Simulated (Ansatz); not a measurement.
System: RbBr, space group Pm-3m (No. 221).

Structure:
```xyz
2
Lattice="4.1261 0.0000 0.0000 0.0000 4.1261 0.0000 0.0000 0.0000 4.1261" Properties=species:S:1:pos:R:3 pbc="T T T"
Rb    0.0000    0.0000    0.0000
Br    2.0630    2.0630    2.0630
```

Calculation (Ansatz 0.2.0): biaxial strain in the xy plane and strain along z of a crystal, fractional coordinates fixed, by plane-wave density functional theory with PAW datasets, free energies less that of the undisturbed cell, pressure positive in compression. Level: PBEsol, no spin polarisation.

wave cutoff 420 eV; k mesh 6×6×6; occupations Gaussian; smearing width 0.05 eV; k shift (0, 0, 0) (mesh steps); start as given.

What does the calculation give for the map of the energy change and pressure over strain zz and strain xx = yy? The grid: strain zz −0.05, −0.025, 0, 0.025, 0.05 ; strain xx = yy −0.05, −0.025, 0, 0.025, 0.05.

At the origin a neighbouring grid point lies 0.98 meV/atom lower, so the given structure isn't at the minimum of this landscape. The energy change is least, −0.98 meV/atom, at strain zz of 0 and strain xx = yy of −0.025, and largest, 48.40 meV/atom, at strain zz of 0.05 and strain xx = yy of 0.05. Near the origin the softest direction lies along strain zz, turned by about 12° so that strain xx = yy takes the opposite sign; the curvature across the valley is 2.5 times that along it. The pressure is least, −1.97 GPa, at strain zz of 0.05 and strain xx = yy of 0.05, and largest, 2.63 GPa, at strain zz of −0.05 and strain xx = yy of −0.05.

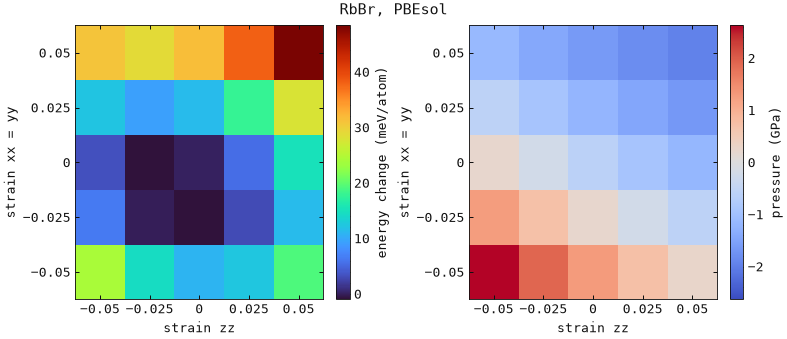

Note: reference crystal is not relaxed.
